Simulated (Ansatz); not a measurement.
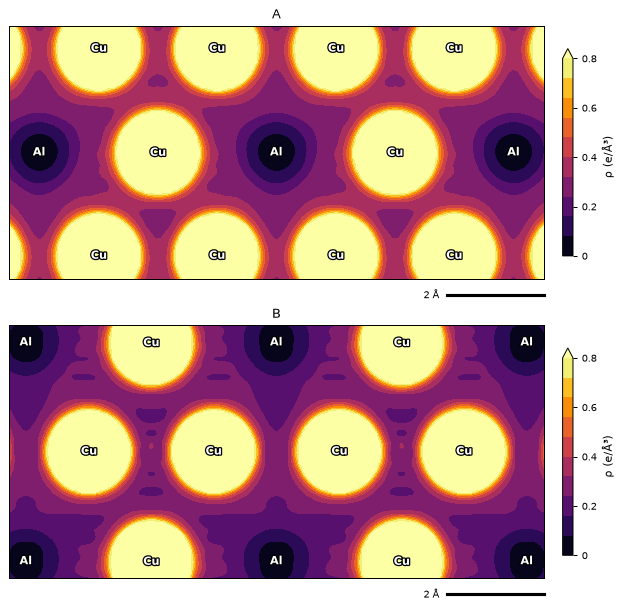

AlCu$_{3}$. The valence charge density (pseudo) of two cells that differ in size, on the (100) plane of each (indices in the axes of the calculation cell), at one length scale and on one colour scale: B has 12.2 Å³ an atom and A 10.4.

Theory: DFT PBEsol, scalar-relativistic, plane waves, PAW in Ansatz.

The larger cell:

```
Al Cu
1.0
     4.20298    0.00000    0.00000
     0.00000    5.15535    0.00000
     0.00000    0.00000    4.50367
Al Cu
2 6
Direct
  0.00000 0.00000 0.66444
  0.50000 0.50000 0.33556
  0.00000 0.50000 0.66822
  0.50000 0.00000 0.33178
  0.00000 0.25105 0.16395
  0.00000 0.74895 0.16395
  0.50000 0.24895 0.83605
  0.50000 0.75105 0.83605
```

The smaller cell: a = 3.987 Å, b = 4.882 Å, c = 4.265 Å, α = 90.00°, β = 90.00°, γ = 90.00°.

### What changes from the larger cell to the smaller?

From the larger cell to the smaller, Al–Cu goes from 2.58 to 2.44 Å, and the density at its midpoint from 0.25 to 0.32 e/Å³; Cu–Cu goes from 2.58 to 2.44 Å, and the density at its midpoint from 0.27 to 0.35 e/Å³; the pressure goes from −3.0 to 30 GPa.
